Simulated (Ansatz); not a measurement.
# BiSe$_{3}$: what the fields show

Input

```
crystal:
  lattice:
    - [4.5528011808, 0.0, 0.0]
    - [0.0, 4.5528011808, 0.0]
    - [0.0, 0.0, 4.5528011808]
  atoms:
    - { symbol: Bi, position: [0.0, 0.0, 0.0] }
    - { symbol: Se, position: [0.0, 0.5, 0.5] }
    - { symbol: Se, position: [0.5, 0.0, 0.5] }
    - { symbol: Se, position: [0.5, 0.5, 0.0] }
basis:
  ecutwfc: 420
kpoints:
  mp_grid: { grid: [10, 10, 10] }
hamiltonian:
  xc: pbe
scf:
  occupations: { method: gaussian, width: 0.1 }
output:
  forces: true
  stress: true
  eigenvalues: true
  write_density: true
  write_potential: true
  elf: true
  volumetric_format: npy
relax:
  adjacent_minimum: "off"
  f_tol: 0.01
  max_steps: 80
  cell: { stress_tol: 0.05 }
```

Run with:

```sh
ansatz run input.yaml --threads 1 --pin off --max-ram 2560MiB --backend cpu --events-out ev --progress --plain --runs-dir out
```

Below, planes, directions and counts refer to the conventional cell (a = 4.54 Å, b = 4.54 Å, c = 4.54 Å, α = 90.00°, β = 90.00°, γ = 90.00°).

The fields are those of the run's last geometry, not of the input's.

Space group Pm-3m; a structure generated by program, which may or may not match a known phase; computed without spin polarisation.

All numbers below come from DFT PBE, scalar-relativistic, plane waves, PAW (Ansatz).

Core electrons are frozen (PAW), and the valence fields are smoothed inside the atomic spheres.

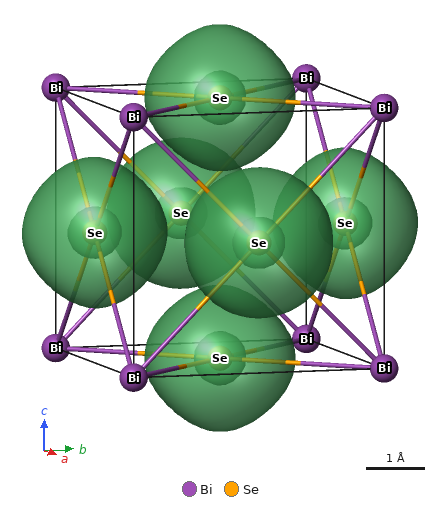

Figure 1. Isosurface of the ELF at 0.55 (green), seen slightly off an axis. Only the valence region is drawn (cores and ρ < 0.01 e/Å³ removed). Sticks mark near contacts.

Question: Identify the bonds, lone pairs and shells in this picture.

Answer: The surface consists of three regions wrapped around Se (the valence shell of each), counted in one cell of 4 atoms. Regions shared between cells count once. Profiles from the grid: Bi–Se (3.21 Å): the ELF is about 0.25 at the midpoint.

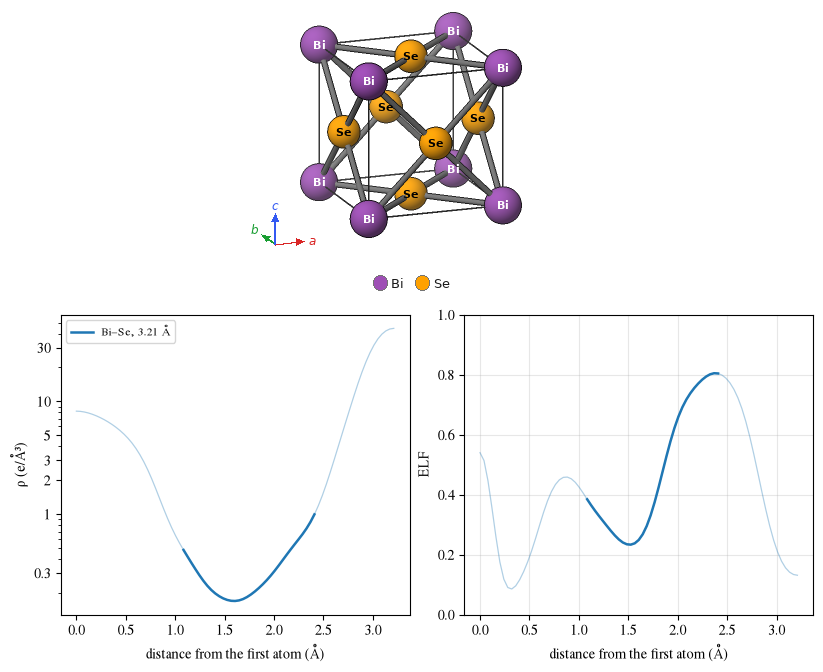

Figure 2. Valence charge density (pseudo) and electron localisation function along straight lines between neighbouring atoms. Thin, pale parts lie inside the atomic spheres. The structure is drawn too.

Question: What can be read from the curves?

Answer: Bi–Se (3.21 Å): the density is about 0.17 e/Å³ at the midpoint; the ELF is about 0.25 at the midpoint.

Question: Metal or insulator at this level of theory?

Answer: It is gapless in this calculation (a metal or semimetal).
